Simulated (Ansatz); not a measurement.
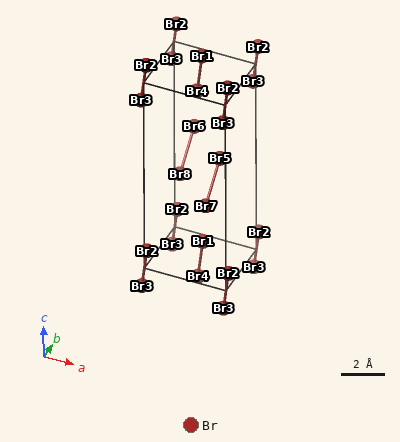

Figure 1. The structure as given in the input (ball-and-stick view of the cell of the calculation, seen slightly off an axis; atoms are numbered from 1 in the order of the input).

## From Br to F

System: Br (8 atoms in the cell).
Method of the first run: DFT PBE+D3(BJ), scalar-relativistic, plane waves, PAW, no spin polarisation (Ansatz 0.2.0).
System of the second run: F (8 atoms in the cell).

On the first run: The structure derives from an entry of the Crystallography Open Database. On the second run: The structure derives from an entry of the Crystallography Open Database. It belongs to a series of runs on one base structure; here: 0 of 8 F sites taken by Br, cell and atoms relaxed. Text and figures count atoms from 1; the logs count them from 0 in places.

Input file, the first run:
```yaml
crystal:
  lattice:
    - [0.0, 4.0222521258, 0.0]
    - [-7.2111828191, 0.0, 0.572393607]
    - [0.87825758, -2.0111260629, 8.86757529]
  atoms:
    - { symbol: Br, position: [0.5587931644, 0.4255516175, 0.1175863288] }
    - { symbol: Br, position: [0.0587931644, 0.9255516175, 0.1175863288] }
    - { symbol: Br, position: [0.9412068356, 0.0744483825, 0.8824136712] }
    - { symbol: Br, position: [0.4412068356, 0.5744483825, 0.8824136712] }
    - { symbol: Br, position: [0.8089033397, 0.3265698889, 0.6178066793] }
    - { symbol: Br, position: [0.3089033397, 0.8265698889, 0.6178066793] }
    - { symbol: Br, position: [0.6910966603, 0.1734301111, 0.3821933207] }
    - { symbol: Br, position: [0.1910966603, 0.6734301111, 0.3821933207] }
basis:
  ecutwfc: 420
kpoints:
  mp_grid: { grid: [8, 4, 8] }
hamiltonian:
  xc: pbe
  dispersion: d3bj
scf:
  occupations: { method: gaussian, width: 0.02 }
output:
  forces: true
  stress: true
  eigenvalues: true
  write_density: true
  write_potential: true
  elf: true
  volumetric_format: npy
relax:
  adjacent_minimum: "off"
  f_tol: 0.015
  max_steps: 60
  cell: { stress_tol: 0.15 }
```

Launched with:
```bash
ansatz run input.yaml --threads 1 --pin off --max-ram 2560MiB --backend cpu --events-out ev --progress --plain --runs-dir out
```

Hardware: 1 thread of Arm Neoverse V1, 24 GiB of memory available, shared host.

Output, shortened to warnings, some set-up lines, iterations and results (the first run):
```
Basis set: ecut = 420 eV, 5061 PW (Γ), exchange–correlation on 54×100×128 points (8 copies of the dense FFT grid, shifted against one another)
Symmetry: 8 space group operations
k-points: 78 of 256
Initial density: superposition of atomic densities (neutral atoms: chi_scale 0, normalization atom), corrected by the library's trained network
[...]
SCF iter   1: F=—  HF=-22266.732030 eV  |F-HF|=—  |Δ(HF+E_count)|=         —  Δρ=2.42e-3  dr2=1.18e-2  ethr=1.77e-3  ⟨swp⟩=11.4  Hψ=16978  notcnv=0  defer=6
SCF iter   2: F=—  HF=-22266.732145 eV  |F-HF|=—  |Δ(HF+E_count)|=   1.14e-4  Δρ=1.22e-3  dr2=3.18e-3  ethr=2.10e-5  ⟨swp⟩=2.6  Hψ=5426  notcnv=0  defer=311
SCF iter   3: F=—  HF=-22266.732532 eV  |F-HF|=—  |Δ(HF+E_count)|=   3.87e-4  Δρ=1.49e-4  dr2=7.09e-5  ethr=5.69e-6  ⟨swp⟩=2.9  Hψ=5023  notcnv=0  defer=311
SCF iter   4: F=—  HF=-22266.732710 eV  |F-HF|=—  |Δ(HF+E_count)|=   1.78e-4  Δρ=4.79e-5  dr2=1.03e-5  ethr=1.27e-7  ⟨swp⟩=3.0  Hψ=5265  notcnv=0  defer=311
SCF iter   5: F=—  HF=-22266.732721 eV  |F-HF|=—  |Δ(HF+E_count)|=   1.15e-5  Δρ=1.09e-5  dr2=4.44e-7  ethr=1.84e-8  ⟨swp⟩=2.0  Hψ=3965  notcnv=0  defer=311
[... 6 lines ...]
SCF iter   4: F=-22266.732722 eV  HF=-22266.732722 eV  |F-HF|=2.26e-10  |Δ(HF+E_count)|=  7.64e-10  Δρ=4.21e-7  dr2=3.47e-10  ethr=2.48e-12  ⟨swp⟩=2.9  Hψ=4947  notcnv=0
SCF iter   5: F=-22266.732722 eV  HF=-22266.732722 eV  |F-HF|=7.28e-12  |Δ(HF+E_count)|=  3.06e-10  Δρ=4.20e-8  dr2=6.62e-12  ethr=1.00e-12  ⟨swp⟩=2.7  Hψ=5264  notcnv=0
SCF iter   6: F=-22266.732722 eV  HF=-22266.732722 eV  |F-HF|=7.28e-12  |Δ(HF+E_count)|=  7.28e-12  Δρ=1.79e-8  dr2=6.28e-13  ethr=1.00e-12  ⟨swp⟩=5.6  Hψ=14168  notcnv=0
SCF 2 converged in 6 iterations: F = -22266.732722 eV  dr2 = 6.28e-13
relax step   2: F+E_penalty+E_count = -22266.73272186 eV  Δ(F+E_penalty+E_count) = -1.078e-8 eV  max|allowed force component| = 6.081e-3 eV/Å  Δτ_max = 0.0000 Å  P = -0.006 …
basis re-selected at this cell: Δ(F+E_penalty+E_count) = -1.078e-8 eV, ΔP = +0.000 GPa vs the last step (what re-selecting the basis moved, of the pressure what is left beyond the Pulay correction that the steps carried, after the strain that the cell walked since its last selection, with what the …
SCF converged after 6 iterations
Free energy (F): -22266.732722 eV
Harris-Foulkes:  -22266.732722 eV  (|F-HF|=7.28e-12)
Internal energy: -22266.732722 eV  (E = F + TS)
E sigma→0 (E₀):  -22266.732722 eV
Fermi energy:    2.797437 eV
--- Per-component energies (eV) ---
  E_band       = -200.258821
  E_kinetic    = 1053.607258
  E_local      = -1805.505698  (includes V_loc(G=0)·N_el)
  E_nonlocal   = 562.354574
  E_hartree    = 449.059025
  E_xc         = -2103.428829
  E_vxc        = -813.018667  (∫ρ·V_xc dr)
  E_paw        = -17976.047746  (= ΣΔE_a)
  E_vpaw       = -95.814346  (= ΣTr[D̂ρ^β])
  E_aug_tail   = 0.000000  (compensation charges beyond the density's cutoff)
  E_ewald      = -2445.002751
  E_disp       = -1.768554  (pairwise vdW)
  E_smearing   = -0.000000  (= −TS)
  E_closure    = 0.000000  (closes the sum)
  Σ components = -22266.732722   (vs F -22266.732722, Δ=0.00e0)
--- Forces (eV/Å), atoms counted from 1 ---
  atom   1  Br    -0.00308653    -0.00000000     0.00359611
  atom   2  Br    -0.00308653    -0.00000000     0.00359611
  atom   3  Br     0.00308653     0.00000000    -0.00359611
  atom   4  Br     0.00308653     0.00000000    -0.00359611
  atom   5  Br     0.00336840    -0.00000000    -0.00608132
  atom   6  Br     0.00336840    -0.00000000    -0.00608132
  atom   7  Br    -0.00336840     0.00000000     0.00608132
  atom   8  Br    -0.00336840     0.00000000     0.00608132
  max |Σ_I F_I| component: 1.73e-18 eV/Å
--- Stress (GPa, compression-positive) ---
        0.017988       0.000000       0.013514
        0.000000       0.006273      -0.000000
        0.013514      -0.000000      -0.042068
  P = ⅓ Tr σ = -0.0059 GPa (-0.059 kbar)
--- Relaxed structure (1 steps of the walk, 1 accepted, 1 SCFs on fresh bases) ---
  F+E_penalty+E_count = -22266.73272186 eV   max|allowed force component| = 6.081e-3 eV/Å   (the final SCF, on the basis selected at the relaxed cell)
  cell:  # Å, volume = 259.2278 Å³
    - [0.0, 4.0222521258, 0.0]
    - [-7.2111828191, 0.0, 0.572393607]
[...]
```

The input of the second run differs as follows (lines with − go, lines with + come):
```diff
-    - [0.0, 4.0222521258, 0.0]
-    - [-7.2111828191, 0.0, 0.572393607]
-    - [0.87825758, -2.0111260629, 8.86757529]
+    - [0.0, 3.3868407639, 0.0]
+    - [-5.8750853101, 0.0, 0.2551635705]
+    - [0.9569151728, -1.6934203819, 6.9837378297]
-    - { symbol: Br, position: [0.5587931644, 0.4255516175, 0.1175863288] }
-    - { symbol: Br, position: [0.0587931644, 0.9255516175, 0.1175863288] }
-    - { symbol: Br, position: [0.9412068356, 0.0744483825, 0.8824136712] }
-    - { symbol: Br, position: [0.4412068356, 0.5744483825, 0.8824136712] }
-    - { symbol: Br, position: [0.8089033397, 0.3265698889, 0.6178066793] }
-    - { symbol: Br, position: [0.3089033397, 0.8265698889, 0.6178066793] }
-    - { symbol: Br, position: [0.6910966603, 0.1734301111, 0.3821933207] }
-    - { symbol: Br, position: [0.1910966603, 0.6734301111, 0.3821933207] }
+    - { symbol: F, position: [0.547453052, 0.4694690864, 0.094906104] }
+    - { symbol: F, position: [0.047453052, 0.9694690864, 0.094906104] }
+    - { symbol: F, position: [0.952546948, 0.0305309136, 0.905093896] }
+    - { symbol: F, position: [0.452546948, 0.5305309136, 0.905093896] }
+    - { symbol: F, position: [0.7978966233, 0.2983888905, 0.5957932466] }
+    - { symbol: F, position: [0.2978966233, 0.7983888905, 0.5957932466] }
+    - { symbol: F, position: [0.7021033767, 0.2016111095, 0.4042067534] }
+    - { symbol: F, position: [0.2021033767, 0.7016111095, 0.4042067534] }
-  write_density: true
-  write_potential: true
-  elf: true
-  volumetric_format: npy
```

What does this change do to the results?

The total energies belong to different systems, so their difference says nothing on which is more stable or more accurate. The gap on the mesh goes from 0.60 to 2.85 eV. The volume per atom goes from 32.40 to 17.47 Å³. The SCF takes 9 iterations over all geometry steps against 12. On the same kind of shared host the second run took about 0.33 times as long.

Output, shortened to warnings, some set-up lines, iterations and results (the second run):
```
Basis set: ecut = 420 eV, 2737 PW (Γ), exchange–correlation on 48×80×100 points (8 copies of the dense FFT grid, shifted against one another)
Symmetry: 8 space group operations
k-points: 78 of 256
Initial density: superposition of atomic densities (neutral atoms: chi_scale 0, normalization atom), corrected by the library's trained network
[...]
SCF iter   1: F=—  HF=-6445.094989 eV  |F-HF|=—  |Δ(HF+E_count)|=         —  Δρ=2.46e-3  dr2=3.61e-3  ethr=1.77e-3  ⟨swp⟩=6.6  Hψ=11173  notcnv=0
SCF iter   2: F=—  HF=-6445.098395 eV  |F-HF|=—  |Δ(HF+E_count)|=   3.41e-3  Δρ=1.19e-3  dr2=6.75e-4  ethr=6.44e-6  ⟨swp⟩=2.7  Hψ=5869  notcnv=0  defer=312
SCF iter   3: F=—  HF=-6445.099869 eV  |F-HF|=—  |Δ(HF+E_count)|=   1.47e-3  Δρ=2.61e-4  dr2=5.39e-5  ethr=1.21e-6  ⟨swp⟩=2.8  Hψ=4869  notcnv=0  defer=312
SCF iter   4: F=—  HF=-6445.100081 eV  |F-HF|=—  |Δ(HF+E_count)|=   2.12e-4  Δρ=4.34e-5  dr2=1.73e-6  ethr=9.63e-8  ⟨swp⟩=2.4  Hψ=4241  notcnv=0  defer=312
SCF iter   5: F=-6445.100082 eV  HF=-6445.100082 eV  |F-HF|=2.67e-7  |Δ(HF+E_count)|=   1.55e-6  Δρ=1.25e-5  dr2=9.38e-8  ethr=3.08e-9  ⟨swp⟩=2.5  Hψ=4525  notcnv=0  defer=312
SCF iter   6: F=-6445.100082 eV  HF=-6445.100082 eV  |F-HF|=2.67e-9  |Δ(HF+E_count)|=   2.75e-7  Δρ=2.28e-6  dr2=3.91e-9  ethr=1.68e-10  ⟨swp⟩=5.7  Hψ=11122  notcnv=0
SCF 1 converged in 6 iterations: F = -6445.100082 eV  dr2 = 3.91e-9
relax step   1: F+E_penalty+E_count = -6445.10008242 eV  Δ(F+E_penalty+E_count) = +0.000e0 eV  max|allowed force component| = 2.596e-3 eV/Å  Δτ_max = 0.0000 Å  P = +0.012 GPa …
SCF iter   1: F=—  HF=-6445.099927 eV  |F-HF|=—  |Δ(HF+E_count)|=         —  Δρ=4.09e-6  dr2=6.52e-9  ethr=3.98e-7  ⟨swp⟩=2.7  Hψ=15856  notcnv=0
SCF iter   2: F=—  HF=-6445.100082 eV  |F-HF|=—  |Δ(HF+E_count)|=   1.56e-4  Δρ=1.80e-6  dr2=1.42e-9  ethr=1.16e-11  ⟨swp⟩=3.1  Hψ=6445  notcnv=0
SCF iter   3: F=-6445.100082 eV  HF=-6445.100082 eV  |F-HF|=9.84e-10  |Δ(HF+E_count)|=   1.07e-9  Δρ=9.39e-7  dr2=4.79e-10  ethr=1.29e-12  ⟨swp⟩=4.2  Hψ=8398  notcnv=0
SCF 2 converged in 3 iterations: F = -6445.100082 eV  dr2 = 4.79e-10
relax step   2: F+E_penalty+E_count = -6445.10008242 eV  Δ(F+E_penalty+E_count) = -1.387e-9 eV  max|allowed force component| = 2.579e-3 eV/Å  Δτ_max = 0.0000 Å  P = +0.012 …
basis re-selected at this cell: Δ(F+E_penalty+E_count) = -1.387e-9 eV, ΔP = +0.000 GPa vs the last step (what re-selecting the basis moved, of the pressure what is left beyond the Pulay correction that the steps carried, after the strain that the cell walked since its last selection, with what the …
SCF converged after 3 iterations
Free energy (F): -6445.100082 eV
Harris-Foulkes:  -6445.100082 eV  (|F-HF|=9.84e-10)
Internal energy: -6445.100082 eV  (E = F + TS)
E sigma→0 (E₀):  -6445.100082 eV
Fermi energy:    -2.646129 eV
--- Per-component energies (eV) ---
  E_band       = -686.254307
  E_kinetic    = 1614.674063
  E_local      = -5896.162343  (includes V_loc(G=0)·N_el)
  E_nonlocal   = 587.105621
  E_hartree    = 2161.223334
  E_xc         = -624.767502
  E_vxc        = -800.060811  (∫ρ·V_xc dr)
  E_paw        = -1592.803263  (= ΣΔE_a)
  E_vpaw       = -514.273587  (= ΣTr[D̂ρ^β])
  E_aug_tail   = 0.015887  (compensation charges beyond the density's cutoff)
  E_ewald      = -2694.175281
  E_disp       = -0.210599  (pairwise vdW)
  E_smearing   = -0.000000  (= −TS)
  E_closure    = 0.000000  (closes the sum)
  Σ components = -6445.100082   (vs F -6445.100082, Δ=0.00e0)
--- Forces (eV/Å), atoms counted from 1 ---
  atom   1  F     -0.00116353    -0.00000000    -0.00108207
  atom   2  F     -0.00116353    -0.00000000    -0.00108207
  atom   3  F      0.00116353     0.00000000     0.00108207
  atom   4  F      0.00116353     0.00000000     0.00108207
  atom   5  F      0.00053648    -0.00000000    -0.00257940
  atom   6  F      0.00053648    -0.00000000    -0.00257940
  atom   7  F     -0.00053648     0.00000000     0.00257940
  atom   8  F     -0.00053648     0.00000000     0.00257940
  max |Σ_I F_I| component: 5.42e-20 eV/Å
--- Stress (GPa, compression-positive) ---
        0.039281      -0.000000      -0.022030
       -0.000000       0.003456      -0.000000
       -0.022032      -0.000000      -0.007403
  P = ⅓ Tr σ = 0.0118 GPa (0.118 kbar)
--- Relaxed structure (1 steps of the walk, 1 accepted, 1 SCFs on fresh bases) ---
  F+E_penalty+E_count = -6445.10008242 eV   max|allowed force component| = 2.579e-3 eV/Å   (the final SCF, on the basis selected at the relaxed cell)
  cell:  # Å, volume = 139.7892 Å³
    - [-5.234486743667355e-13, 3.3868407639, -1.2052291051333006e-11]
[...]
```

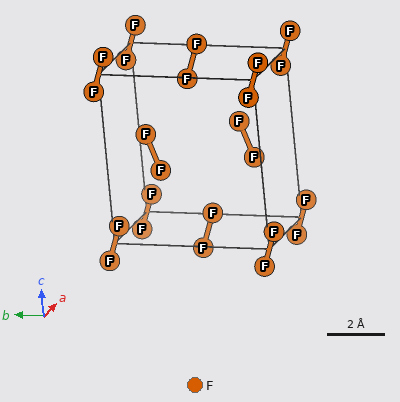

Figure 2. The input structure of the second run (ball-and-stick view of the cell of the calculation, seen at an oblique angle).

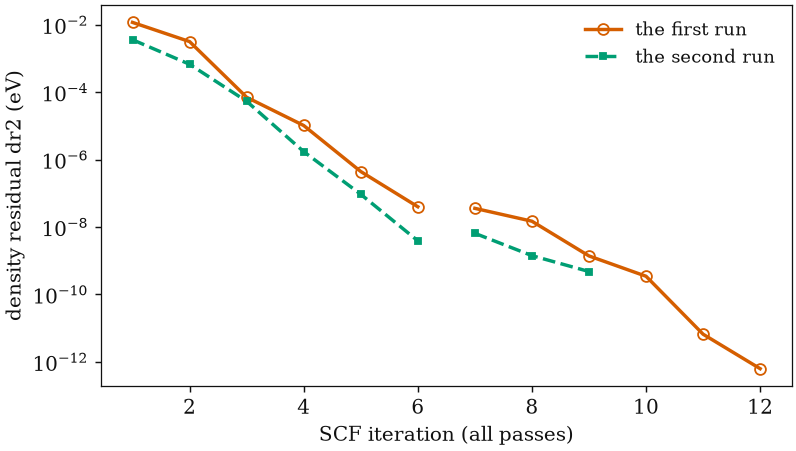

Figure 3. Convergence of the two runs: density residual dr2 against the SCF iteration. A break in a curve parts two SCF passes. The first run takes 12 iterations in all, and the second run takes 9.

The two runs side by side:

```csv
quantity,the first run,the second run
outcome,converged,converged
free energy per atom (eV),−2783.3416,−805.6375
gap on the mesh (eV),0.60,2.85
pressure (GPa),−0.01,0.01
volume per atom (Å³),32.40,17.47
largest force (eV/Å),0.007,0.003
SCF iterations,12,9
irreducible k-points,78,78
wall time (shared host),1.8 min,36 s
```
